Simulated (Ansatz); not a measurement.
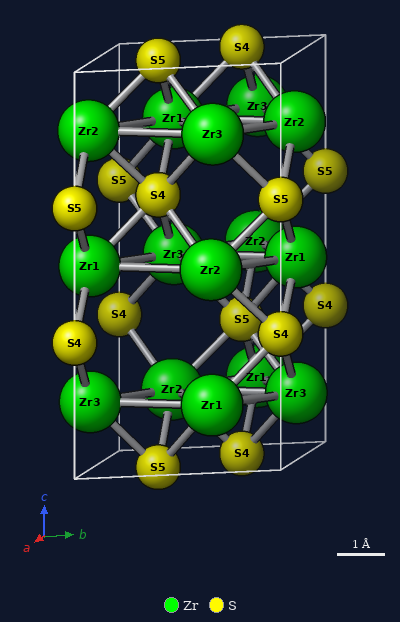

**Figure 1.** The structure (ball-and-stick view of the cell 3 times as large as that of the calculation, set on its symmetry axes, seen slightly off an axis; atoms are numbered from 1 in the order of the input). An atom can appear more than once, as a periodic image.

**Zr₃S₂: a failed or faulty run and its cure**

System: Zr₃S₂ (R32, 5 atoms in the cell).
Method of run A: DFT, PBE, plane waves, PAW, no spin polarisation (Ansatz 0.2.0).

The structure derives from a Materials Project entry. Some settings of this run were made unusual or wrong on purpose. Text and figures count atoms from 1; the logs count them from 0 in places.

### Input file, run A
```yaml
crystal:
  lattice:
    - [2.31616947, 1.33724107, 2.92351434]
    - [-2.31616947, 1.33724107, 2.92351434]
    - [0.0, -2.67448213, 2.92351434]
  atoms:
    - { symbol: Zr, position: [0.1621066357, 0.8378933643, 0.5] }
    - { symbol: Zr, position: [0.5, 0.1621066357, 0.8378933643] }
    - { symbol: Zr, position: [0.8378933643, 0.5, 0.1621066357] }
    - { symbol: S, position: [0.3347765468, 0.3347765468, 0.3347765468] }
    - { symbol: S, position: [0.6652234532, 0.6652234532, 0.6652234532] }
basis:
  ecutwfc: 420
kpoints:
  mp_grid: { grid: [12, 12, 12] }
hamiltonian:
  xc: pbe
scf:
  occupations: { method: gaussian, width: 0.15 }
  max_iter: 100
output:
  forces: true
  eigenvalues: true
  stress: true
```

Launched with:
```bash
ansatz run input.yaml --threads 2 --pin off --max-ram 5120MiB --backend cpu --events-out ev --progress --plain --runs-dir out
```

Hardware: 2 threads of Arm Neoverse V1, 24 GiB of memory available, shared host.

### Output, shortened to warnings, some set-up lines, iterations and results (run A)
```
Basis set: ecut = 420 eV, 1077 PW (Γ), exchange–correlation on 54×54×54 points (8 copies of the dense FFT grid, shifted against one another)
Symmetry: 6 space group operations
k-points: 189 of 1728 (time reversal used)
Initial density: superposition of atomic densities (neutral atoms: chi_scale 0, normalization atom), corrected by the library's trained network
[...]
SCF iter   1: F=—  HF=-14339.200777 eV  |F-HF|=—  |Δ(HF+E_count)|=         —  Δρ=1.96e-2  dr2=2.54e-1  ethr=1.77e-3  ⟨swp⟩=6.0  Hψ=26731  notcnv=0
SCF iter   2: F=—  HF=-14339.140479 eV  |F-HF|=—  |Δ(HF+E_count)|=   6.03e-2  Δρ=1.19e-2  dr2=1.02e-1  ethr=5.30e-4  ⟨swp⟩=1.0  Hψ=6993  notcnv=0
SCF iter   3: F=—  HF=-14339.112292 eV  |F-HF|=—  |Δ(HF+E_count)|=   2.82e-2  Δρ=1.80e-3  dr2=2.96e-3  ethr=2.12e-4  ⟨swp⟩=2.6  Hψ=8849  notcnv=0
SCF iter   4: F=—  HF=-14339.111417 eV  |F-HF|=—  |Δ(HF+E_count)|=   8.75e-4  Δρ=3.94e-4  dr2=5.29e-5  ethr=6.17e-6  ⟨swp⟩=2.3  Hψ=8188  notcnv=0
SCF iter   5: F=—  HF=-14339.111558 eV  |F-HF|=—  |Δ(HF+E_count)|=   1.40e-4  Δρ=9.88e-5  dr2=7.20e-6  ethr=1.10e-7  ⟨swp⟩=2.2  Hψ=8815  notcnv=0  defer=22
SCF iter   6: F=—  HF=-14339.111556 eV  |F-HF|=—  |Δ(HF+E_count)|=   1.75e-6  Δρ=1.88e-5  dr2=1.15e-7  ethr=1.50e-8  ⟨swp⟩=2.1  Hψ=7743  notcnv=0  defer=22
SCF iter   7: F=-14339.111556 eV  HF=-14339.111556 eV  |F-HF|=1.98e-10  |Δ(HF+E_count)|=   2.00e-8  Δρ=2.65e-6  dr2=2.24e-9  ethr=2.08e-10  ⟨swp⟩=6.8  Hψ=23943  notcnv=0
SCF 1 converged in 7 iterations: F = -14339.111556 eV  dr2 = 2.24e-9
SCF converged after 7 iterations
Free energy (F): -14339.111556 eV
Harris-Foulkes:  -14339.111556 eV  (|F-HF|=1.98e-10)
Internal energy: -14339.088082 eV  (E = F + TS)
E sigma→0 (E₀):  -14339.099819 eV
Entropy (-TS):   -0.023474 eV (-4.695 meV/atom)
Fermi energy:    25.290305 eV
--- Per-component energies (eV) ---
  E_band       = 295.954419
  E_kinetic    = 1363.328221
  E_local      = -1250.103454  (includes V_loc(G=0)·N_el)
  E_nonlocal   = 307.656737
  E_hartree    = 473.318935
  E_xc         = -726.175250
  E_vxc        = -810.863419  (∫ρ·V_xc dr)
  E_paw        = -10071.920050  (= ΣΔE_a)
  E_vpaw       = -260.701698  (= ΣTr[D̂ρ^β])
  E_aug_tail   = 0.000078  (compensation charges beyond the density's cutoff)
  E_ewald      = -4435.193299
  E_smearing   = -0.023474  (= −TS)
  E_closure    = 0.000000  (closes the sum)
  Σ components = -14339.111556   (vs F -14339.111556, Δ=0.00e0)
--- Forces (eV/Å), atoms counted from 1 ---
  atom   1  Zr    -4.71006472     0.00000000    -0.00000000
  atom   2  Zr     2.35503236    -4.07903570     0.00000000
  atom   3  Zr     2.35503236     4.07903570    -0.00000000
  atom   4  S      0.00000000     0.00000000     0.51858692
  atom   5  S      0.00000000    -0.00000000    -0.51858692
  max |Σ_I F_I| component: 5.18e-16 eV/Å
--- Stress (GPa, compression-positive) ---
      238.323506      -0.000000       0.000000
       -0.000000     238.323506       0.000000
        0.000000       0.000000     269.583463
  P = ⅓ Tr σ = 248.7435 GPa (2487.435 kbar)
```

Q: What went wrong, and how is the input to be mended?

A: A setting was made wrong on purpose: a lattice far too small (`crystal.lattice`). The atoms are squeezed together and the pressure is enormous. The program still converged, but the numbers can't be taken as results for the intended system.

A run of the same system that converges differs from this input as follows (lines with − go, lines with + come):
```diff
-    - [2.31616947, 1.33724107, 2.92351434]
-    - [-2.31616947, 1.33724107, 2.92351434]
-    - [0.0, -2.67448213, 2.92351434]
+    - [2.7504512434, 1.5879737658, 3.3063555001]
+    - [-2.7504512434, 1.5879737658, 3.3063555001]
+    - [0.0, -3.1759475315, 3.3063555001]
-  max_iter: 100
```

### Output, shortened to warnings, some set-up lines, iterations and results (run B)
```
Basis set: ecut = 420 eV, 1673 PW (Γ), exchange–correlation on 64×64×64 points (8 copies of the dense FFT grid, shifted against one another)
Symmetry: 6 space group operations
k-points: 189 of 1728 (time reversal used)
Initial density: superposition of atomic densities (neutral atoms: chi_scale 0, normalization atom), corrected by the library's trained network
[...]
SCF iter   1: F=—  HF=-14360.110132 eV  |F-HF|=—  |Δ(HF+E_count)|=         —  Δρ=7.00e-3  dr2=4.49e-2  ethr=1.77e-3  ⟨swp⟩=5.3  Hψ=23306  notcnv=0
SCF iter   2: F=—  HF=-14360.101188 eV  |F-HF|=—  |Δ(HF+E_count)|=   8.94e-3  Δρ=3.99e-3  dr2=1.37e-2  ethr=9.35e-5  ⟨swp⟩=1.0  Hψ=7012  notcnv=0
SCF iter   3: F=—  HF=-14360.100680 eV  |F-HF|=—  |Δ(HF+E_count)|=   5.08e-4  Δρ=7.56e-4  dr2=5.26e-4  ethr=2.85e-5  ⟨swp⟩=2.0  Hψ=7752  notcnv=0
SCF iter   4: F=—  HF=-14360.100717 eV  |F-HF|=—  |Δ(HF+E_count)|=   3.68e-5  Δρ=1.70e-4  dr2=3.10e-5  ethr=1.10e-6  ⟨swp⟩=2.7  Hψ=9296  notcnv=0
SCF iter   5: F=—  HF=-14360.100678 eV  |F-HF|=—  |Δ(HF+E_count)|=   3.93e-5  Δρ=3.48e-5  dr2=1.46e-6  ethr=6.46e-8  ⟨swp⟩=2.0  Hψ=7405  notcnv=0
SCF iter   6: F=—  HF=-14360.100677 eV  |F-HF|=—  |Δ(HF+E_count)|=   1.70e-7  Δρ=8.12e-6  dr2=1.09e-7  ethr=3.04e-9  ⟨swp⟩=2.3  Hψ=8492  notcnv=0
SCF iter   7: F=-14360.100677 eV  HF=-14360.100677 eV  |F-HF|=1.86e-9  |Δ(HF+E_count)|=   2.21e-8  Δρ=2.02e-6  dr2=4.80e-9  ethr=2.08e-10  ⟨swp⟩=4.3  Hψ=17852  notcnv=0
SCF 1 converged in 7 iterations: F = -14360.100677 eV  dr2 = 4.80e-9
SCF converged after 7 iterations
Free energy (F): -14360.100677 eV
Harris-Foulkes:  -14360.100677 eV  (|F-HF|=1.86e-9)
Internal energy: -14360.074347 eV  (E = F + TS)
E sigma→0 (E₀):  -14360.087512 eV
Entropy (-TS):   -0.026331 eV (-5.266 meV/atom)
Fermi energy:    15.380024 eV
--- Per-component energies (eV) ---
  E_band       = -168.785716
  E_kinetic    = 1246.167990
  E_local      = -2008.009884  (includes V_loc(G=0)·N_el)
  E_nonlocal   = 296.592159
  E_hartree    = 656.747325
  E_xc         = -691.612412
  E_vxc        = -764.631906  (∫ρ·V_xc dr)
  E_paw        = -10064.141626  (= ΣΔE_a)
  E_vpaw       = -252.400589  (= ΣTr[D̂ρ^β])
  E_aug_tail   = 0.000077  (compensation charges beyond the density's cutoff)
  E_ewald      = -3795.817976
  E_smearing   = -0.026331  (= −TS)
  E_closure    = -0.000000  (closes the sum)
  Σ components = -14360.100677   (vs F -14360.100677, Δ=0.00e0)
--- Forces (eV/Å), atoms counted from 1 ---
  atom   1  Zr    -0.54340237    -0.00000000     0.00000000
  atom   2  Zr     0.27170118    -0.47060025     0.00000000
  atom   3  Zr     0.27170118     0.47060025    -0.00000000
  atom   4  S      0.00000000     0.00000000     0.06963998
  atom   5  S     -0.00000000    -0.00000000    -0.06963998
  max |Σ_I F_I| component: 8.33e-17 eV/Å
--- Stress (GPa, compression-positive) ---
       24.746063       0.000000       0.000000
        0.000000      24.746063       0.000000
        0.000000       0.000000      27.127447
  P = ⅓ Tr σ = 25.5399 GPa (255.399 kbar)
```

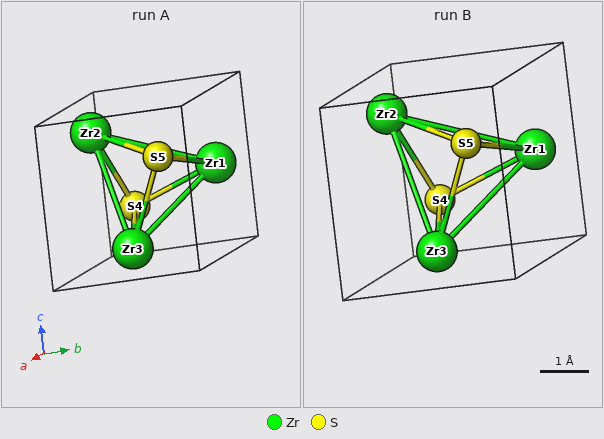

**Figure 2.** The two input geometries at one scale (ball-and-stick view of the cell of the calculation, seen slightly off an axis). The atoms keep their places relative to the cell (all moves are under 0.005 Å). Cell: a = b = c 3.962 → 4.585 Å (+15.7 %), α 71.5° → 73.7°, β 71.5° → 73.7°, γ 71.5° → 73.7°. Volume +59.5 %. Among the contacts that change: Zr1–Zr2 2.711 → 3.219 Å, Zr1–S4 2.133 → 2.478 Å.

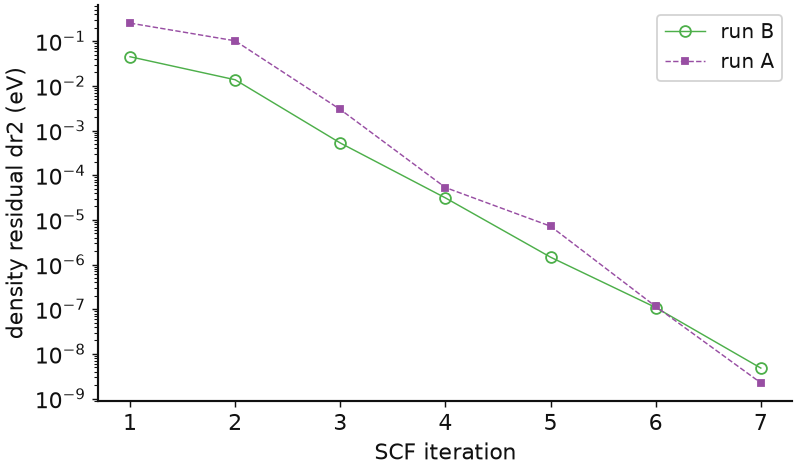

**Figure 3.** Convergence of the two runs: density residual dr2 against the SCF iteration. Run B takes 7 iterations in all, and run A takes 7.

### The two runs side by side

```tsv
quantity	run A	run B
outcome	converged	converged
free energy per atom (eV)	−2867.8223	−2872.0201
energy per atom, smearing taken to zero (eV)	−2867.8200	−2872.0175
gap on the mesh (eV)	0.00	0.00
pressure (GPa)	248.74	25.54
volume per atom (Å³)	10.87	17.33
largest force (eV/Å)	4.710	0.543
SCF iterations	7	7
irreducible k-points	189	189
plane waves at Γ	1077	1673
wall time (shared host)	15 s	20 s
```

With the same functional and potentials, run B lies 4197.8 meV per atom lower. The pressure goes from 248.74 to 25.54 GPa. The largest force goes from 4.710 to 0.543 eV/Å. The volume per atom goes from 10.87 to 17.33 Å³. The number of SCF iterations is the same. The plane waves at Γ go from 1077 to 1673.

Notes on run B: The cell is under a pressure of 26 GPa at this level, so it is not at its equilibrium volume.
